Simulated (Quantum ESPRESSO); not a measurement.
**Energy of Ga along an even scaling of the cell**

System: Ga (I4/mmm, 1 atom in the cell).
Method: Kohn-Sham DFT of a periodic cell, PBE, SSSP 1.3 efficiency PBE, no spin polarisation (Quantum ESPRESSO 7.5).

The 7 runs differ only in the geometry, by an even scaling of the cell at fixed fractional positions. The structure derives from a Materials Project entry.

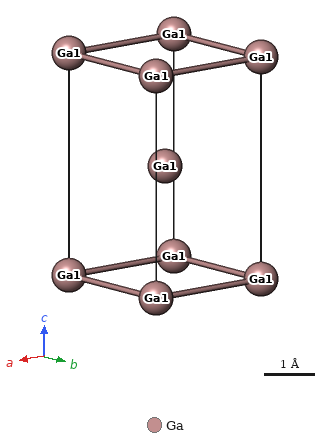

Figure 1. The structure of run 4 (ball-and-stick view of the cell 2 times as large as that of the calculation, set on its symmetry axes, seen at an oblique angle; atoms are numbered from 1 in the order of the input).

**Input of run 4**
```
&CONTROL
  calculation = 'scf'
  prefix = 'pwscf'
  outdir = './tmp'
  pseudo_dir = './pseudo'
  tprnfor = .true.
  tstress = .true.
  disk_io = 'nowf'
/
&SYSTEM
  ibrav = 0
  nat = 1
  ntyp = 1
  ecutwfc = 70
  ecutrho = 560
  nbnd = 12
  occupations = 'smearing'
  smearing = 'fd'
  degauss = 0.00367493
/
&ELECTRONS
  conv_thr = 2d-10
  electron_maxstep = 120
  mixing_beta = 0.5
/
ATOMIC_SPECIES
Ga    69.7230 Ga.pbe-dn-kjpaw_psl.1.0.0.UPF
CELL_PARAMETERS angstrom
  -1.3843987196    1.3843987196    2.3112238365
   1.3843987196   -1.3843987196    2.3112238365
   1.3843987196    1.3843987196   -2.3112238365
ATOMIC_POSITIONS crystal
Ga     0.0000000000    0.0000000000    0.0000000000
K_POINTS automatic
13 13 13 0 0 0
```

Command:
```bash
OMP_NUM_THREADS=1 pw.x -in pw.in > pw.out
```

Run 2 differs from it as follows:
```diff
-  -1.3843987196    1.3843987196    2.3112238365
-   1.3843987196   -1.3843987196    2.3112238365
-   1.3843987196    1.3843987196   -2.3112238365
+  -1.3656883352    1.3656883352    2.2799872528
+   1.3656883352   -1.3656883352    2.2799872528
+   1.3656883352    1.3656883352   -2.2799872528
```

**Results, with one run withheld**

```tsv
run	volume per atom (Å³)	free energy per atom, from the lowest run given (meV)	pressure (GPa)
1	16.655	50.39	8.15
2	17.010	?	?
3	17.364	20.99	4.74
4	17.718	11.57	3.31
5	18.073	5.17	2.05
6	18.427	1.42	0.94
7	18.781	0.00	−0.02
```

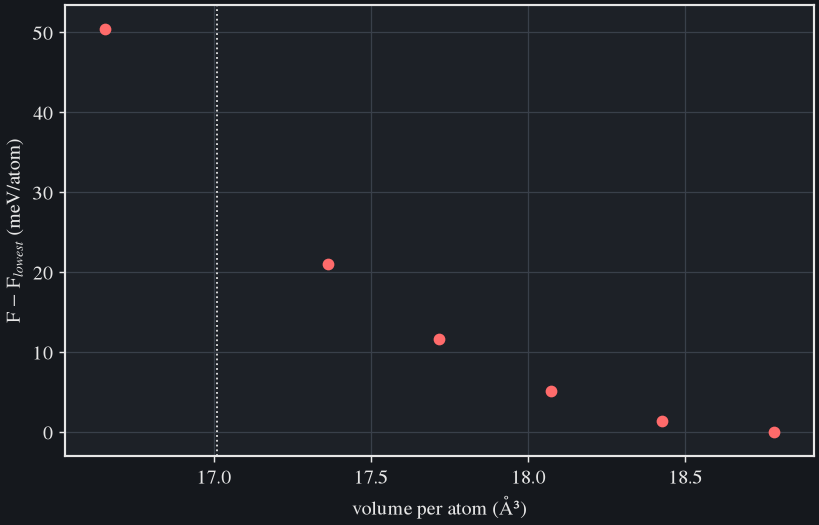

Figure 2. Free energy per atom of the runs given; the dotted line marks run 2.

Fit the runs given and predict run 2.

A cubic polynomial in V^(−2/3) (the Birch–Murnaghan form), fitted to the 6 runs given, misses them by at most 0.02 meV per atom. With x = V^(−2/3) − 0.14661 Å⁻², it reads F = 9.574 + 3627.1 x + 3.5187e+05 x² + 1.7235e+06 x³ (meV per atom). At run 2 it gives 33.75 meV per atom, and the run itself gives 33.78. The slope of the fit gives a pressure −dF/dV of 6.61 GPa there, and the run prints 6.35 GPa. The two needn't agree exactly: the fit is approximate, and the printed stress is taken on a finite basis. The fit has no minimum inside this range.

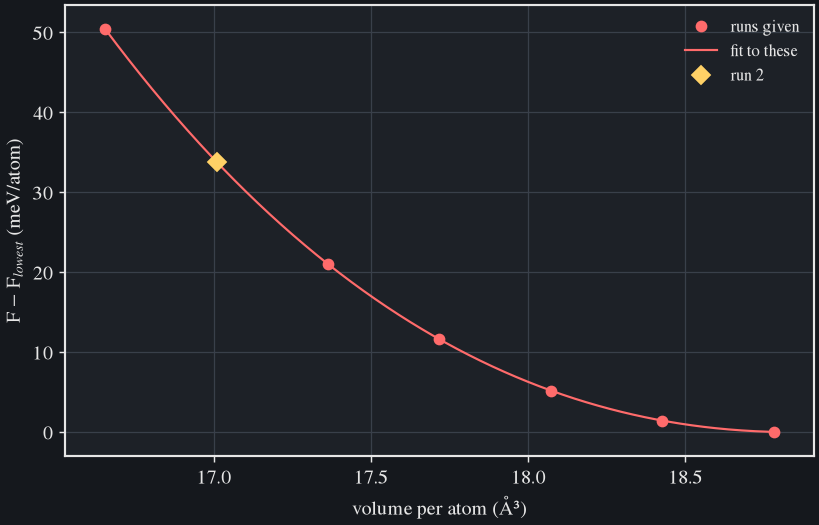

Figure 3. The fit and the withheld run.

**Some lines of the output (run 2)**
```
[...]
     total energy              =    -277.92194456 Ry
     total energy              =    -277.92378534 Ry
     total energy              =    -277.92163591 Ry
     total energy              =    -277.92265589 Ry
     total energy              =    -277.92268507 Ry
     total energy              =    -277.92268481 Ry
     total energy              =    -277.92268480 Ry
     total energy              =    -277.92268493 Ry
     total energy              =    -277.92268497 Ry
     the Fermi energy is    11.1844 ev
!    total energy              =    -277.92268497 Ry
     The total energy is F=E-TS. E is the sum of the following terms:
     Computing stress (Cartesian axis) and pressure
          total   stress  (Ry/bohr**3)                   (kbar)     P=       63.49
```
